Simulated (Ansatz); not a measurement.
# What a change does: single-point calculation on Mo

System: Mo (Cmcm, 2 atoms in the cell).
Method of run A: DFT, PBEsol, plane waves, PAW, no spin polarisation (Ansatz 0.2.0).

The structure derives from an entry of the Crystallography Open Database. Text and figures count atoms from 1; the logs count them from 0 in places.

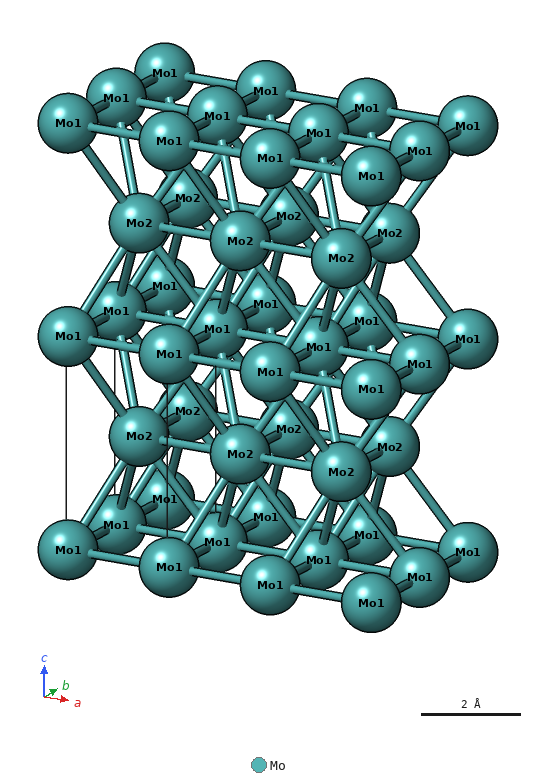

Figure 1. The structure (ball-and-stick view of the cell of the calculation, repeated 3 × 2 × 2, seen slightly off an axis; atoms are numbered from 1 in the order of the input). An atom can appear more than once, as a periodic image.

### Input, run A
```yaml
crystal:
  lattice:
    - [-1.5646534271, 1.5646534271, 1.5646534271]
    - [1.5646534271, -1.5646534271, 1.5646534271]
    - [3.1293068543, 3.1293068543, 0.0]
  atoms:
    - { symbol: Mo, position: [0.0338944124, -0.0338944124, 0.0] }
    - { symbol: Mo, position: [0.4661055876, 0.5338944124, 0.5] }
basis:
  ecutwfc: 420
  xc_grid: 4
kpoints:
  mp_grid: { grid: [24, 24, 14] }
hamiltonian:
  xc: pbesol
scf:
  occupations: { method: gaussian, width: 0.15 }
output:
  forces: true
  eigenvalues: true
  stress: true
```

Launched with:
```bash
ansatz run input.yaml --threads 2 --pin off --max-ram 5120MiB --backend cpu --events-out ev --progress --plain --runs-dir out
```

Hardware: 2 threads of Arm Neoverse V1, 24 GiB of memory available, shared host.

### Output, shortened to warnings, some set-up lines, iterations and results (run A)
```
Basis set: ecut = 420 eV, 609 PW (Γ), exchange–correlation on 80×80×120 points (64 copies of the dense FFT grid, shifted against one another)
Symmetry: 8 space group operations
k-points: 1256 of 8064
Initial density: superposition of atomic densities (neutral atoms: chi_scale 0, normalization atom), corrected by the library's trained network
[...]
SCF iter   1: F=—  HF=-9794.673886 eV  |F-HF|=—  |Δ(HF+E_count)|=         —  Δρ=5.56e-3  dr2=5.44e-3  ethr=1.77e-3  ⟨swp⟩=5.1  Hψ=99957  notcnv=0
SCF iter   2: F=—  HF=-9794.672355 eV  |F-HF|=—  |Δ(HF+E_count)|=   1.53e-3  Δρ=2.97e-3  dr2=1.41e-3  ethr=1.94e-5  ⟨swp⟩=2.0  Hψ=45422  notcnv=0
SCF iter   3: F=—  HF=-9794.671991 eV  |F-HF|=—  |Δ(HF+E_count)|=   3.64e-4  Δρ=3.20e-4  dr2=2.47e-5  ethr=5.03e-6  ⟨swp⟩=2.0  Hψ=29741  notcnv=0
SCF iter   4: F=—  HF=-9794.671983 eV  |F-HF|=—  |Δ(HF+E_count)|=   7.93e-6  Δρ=4.69e-5  dr2=2.38e-7  ethr=8.82e-8  ⟨swp⟩=2.6  Hψ=39227  notcnv=0
SCF iter   5: F=-9794.671983 eV  HF=-9794.671983 eV  |F-HF|=3.53e-8  |Δ(HF+E_count)|=   2.79e-7  Δρ=1.58e-5  dr2=5.83e-8  ethr=8.49e-10  ⟨swp⟩=2.0  Hψ=40212  notcnv=0
SCF iter   6: F=-9794.671983 eV  HF=-9794.671983 eV  |F-HF|=1.95e-9  |Δ(HF+E_count)|=   1.26e-8  Δρ=4.13e-6  dr2=3.03e-9  ethr=2.08e-10  ⟨swp⟩=2.2  Hψ=83058  notcnv=0
SCF 1 converged in 6 iterations: F = -9794.671983 eV  dr2 = 3.03e-9
SCF converged after 6 iterations
Free energy (F): -9794.671983 eV
Harris-Foulkes:  -9794.671983 eV  (|F-HF|=1.95e-9)
Internal energy: -9794.654368 eV  (E = F + TS)
E sigma→0 (E₀):  -9794.663176 eV
Entropy (-TS):   -0.017615 eV (-8.808 meV/atom)
Fermi energy:    21.406635 eV
--- Per-component energies (eV) ---
  E_band       = -98.544639
  E_kinetic    = 883.815963
  E_local      = -1544.300595  (includes V_loc(G=0)·N_el)
  E_nonlocal   = 289.561026
  E_hartree    = 510.390483
  E_xc         = -365.461431
  E_vxc        = -457.813971  (∫ρ·V_xc dr)
  E_paw        = -6287.828029  (= ΣΔE_a)
  E_vpaw       = -290.585874  (= ΣTr[D̂ρ^β])
  E_aug_tail   = 0.000080  (compensation charges beyond the density's cutoff)
  E_ewald      = -3281.250464
  E_core_change = 0.418599  (= ΣΔE_core)
  E_smearing   = -0.017615  (= −TS)
  E_closure    = 0.000000  (closes the sum)
  Σ components = -9794.671983   (vs F -9794.671983, Δ=0.00e0)
--- Forces (eV/Å), atoms counted from 1 ---
  atom   1  Mo     1.14261355    -1.14261355    -0.00000000
  atom   2  Mo    -1.14261355     1.14261355     0.00000000
  max |Σ_I F_I| component: 1.73e-18 eV/Å
--- Stress (GPa, compression-positive) ---
        2.405141       5.525735       0.000000
        5.525735       2.405141       0.000000
        0.000000       0.000000       0.263954
  P = ⅓ Tr σ = 1.6914 GPa (16.914 kbar)
```

The input of run B differs as follows (lines with − go, lines with + come):
```diff
-  xc_grid: 4
```

What does this change do to the results?

The energy doesn't change within 0.01 meV per atom. The number of SCF iterations is the same.

### Output, shortened to warnings, some set-up lines, iterations and results (run B)
```
Basis set: ecut = 420 eV, 609 PW (Γ), exchange–correlation on 40×40×60 points (8 copies of the dense FFT grid, shifted against one another)
Symmetry: 8 space group operations
k-points: 1256 of 8064
Initial density: superposition of atomic densities (neutral atoms: chi_scale 0, normalization atom), corrected by the library's trained network
[...]
SCF iter   1: F=—  HF=-9794.673864 eV  |F-HF|=—  |Δ(HF+E_count)|=         —  Δρ=5.56e-3  dr2=5.44e-3  ethr=1.77e-3  ⟨swp⟩=5.1  Hψ=99957  notcnv=0
SCF iter   2: F=—  HF=-9794.672334 eV  |F-HF|=—  |Δ(HF+E_count)|=   1.53e-3  Δρ=2.97e-3  dr2=1.41e-3  ethr=1.94e-5  ⟨swp⟩=2.0  Hψ=45408  notcnv=0
SCF iter   3: F=—  HF=-9794.671969 eV  |F-HF|=—  |Δ(HF+E_count)|=   3.65e-4  Δρ=3.20e-4  dr2=2.47e-5  ethr=5.03e-6  ⟨swp⟩=2.0  Hψ=29741  notcnv=0
SCF iter   4: F=—  HF=-9794.671983 eV  |F-HF|=—  |Δ(HF+E_count)|=   1.36e-5  Δρ=4.69e-5  dr2=2.38e-7  ethr=8.82e-8  ⟨swp⟩=2.6  Hψ=39198  notcnv=0
SCF iter   5: F=-9794.671983 eV  HF=-9794.671983 eV  |F-HF|=3.54e-8  |Δ(HF+E_count)|=   2.79e-7  Δρ=1.58e-5  dr2=5.83e-8  ethr=8.49e-10  ⟨swp⟩=2.0  Hψ=40213  notcnv=0
SCF iter   6: F=-9794.671983 eV  HF=-9794.671983 eV  |F-HF|=1.95e-9  |Δ(HF+E_count)|=   1.27e-8  Δρ=4.13e-6  dr2=3.04e-9  ethr=2.08e-10  ⟨swp⟩=2.2  Hψ=83050  notcnv=0
SCF 1 converged in 6 iterations: F = -9794.671983 eV  dr2 = 3.04e-9
SCF converged after 6 iterations
Free energy (F): -9794.671983 eV
Harris-Foulkes:  -9794.671983 eV  (|F-HF|=1.95e-9)
Internal energy: -9794.654368 eV  (E = F + TS)
E sigma→0 (E₀):  -9794.663176 eV
Entropy (-TS):   -0.017615 eV (-8.808 meV/atom)
Fermi energy:    21.406635 eV
--- Per-component energies (eV) ---
  E_band       = -98.544641
  E_kinetic    = 883.815963
  E_local      = -1544.300597  (includes V_loc(G=0)·N_el)
  E_nonlocal   = 289.561027
  E_hartree    = 510.390485
  E_xc         = -365.461431
  E_vxc        = -457.813971  (∫ρ·V_xc dr)
  E_paw        = -6287.828029  (= ΣΔE_a)
  E_vpaw       = -290.585874  (= ΣTr[D̂ρ^β])
  E_aug_tail   = 0.000080  (compensation charges beyond the density's cutoff)
  E_ewald      = -3281.250464
  E_core_change = 0.418599  (= ΣΔE_core)
  E_smearing   = -0.017615  (= −TS)
  E_closure    = 0.000000  (closes the sum)
  Σ components = -9794.671983   (vs F -9794.671983, Δ=0.00e0)
--- Forces (eV/Å), atoms counted from 1 ---
  atom   1  Mo     1.14261358    -1.14261358    -0.00000000
  atom   2  Mo    -1.14261358     1.14261358     0.00000000
  max |Σ_I F_I| component: 2.22e-16 eV/Å
--- Stress (GPa, compression-positive) ---
        2.405141       5.525735       0.000000
        5.525735       2.405141       0.000000
        0.000000       0.000000       0.263954
  P = ⅓ Tr σ = 1.6914 GPa (16.914 kbar)
```

### The two runs side by side

| quantity | run A | run B |
| --- | --- | --- |
| outcome | converged | converged |
| free energy per atom (eV) | −4897.3360 | −4897.3360 |
| energy per atom, smearing taken to zero (eV) | −4897.3316 | −4897.3316 |
| gap on the mesh (eV) | 0.00 | 0.00 |
| pressure (GPa) | 1.69 | 1.69 |
| largest force (eV/Å) | 1.616 | 1.616 |
| SCF iterations | 6 | 6 |
| irreducible k-points | 1256 | 1256 |
| plane waves at Γ | 609 | 609 |
| wall time (shared host) | 18 s | 17 s |
